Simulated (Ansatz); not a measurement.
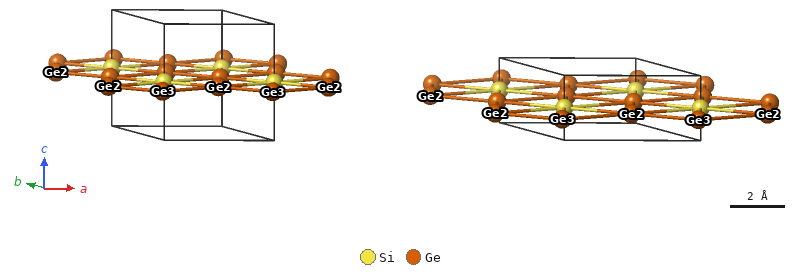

Two geometries of crystalline SiGe$_{2}$ (a generated structure, set up in P6/mmm) (coarse preliminary run), drawn at one scale. One is the start of a relaxation, the other its converged end. A ball-and-stick model of the cell of the calculation, seen from a free direction.

These are results of Ansatz, DFT PBE, scalar-relativistic, plane waves, PAW, not measurements. (plane-wave cutoff 420 eV; k-point mesh 6 × 6 × 4; occupations gaussian; smearing width 0.1 eV; no spin polarisation; cell and atoms relaxed; force threshold 0.04 eV/Å; at most 70 steps)

Question: Which of the two is the end point?

Answer: The right one is the relaxed one. After 18 accepted moves (22 points after the start) the energy has fallen by 1034 meV per atom. All forces vanish by symmetry, so only the cell relaxes. The pressure goes from 24.66 to 0.01 GPa. The line search rejected the trial steps at points 14, 19 of the run. At 2 points the geometry stayed and the basis and grid were re-selected for the new cell (energy shift of 17.5 meV per atom at most each time). The atoms keep their places relative to the cell (all moves are under 0.005 Å). The drawn cell changes as follows: a = b 4.149 → 5.138 Å (+23.8 %), c 4.426 → 2.469 Å (−44.2 %); the volume changes by −14.4 %. Some distances before and after: Ge–Ge 4.426 → 2.469 Å, Si–Si 4.426 → 2.469 Å, Ge–Ge 2.396 → 2.967 Å, Ge–Si 2.396 → 2.967 Å. The space group stays P6/mmm (No. 191). The run took 41 s on 1 thread of Arm Neoverse V1, with other jobs on the host, peak memory 0.33 GiB.
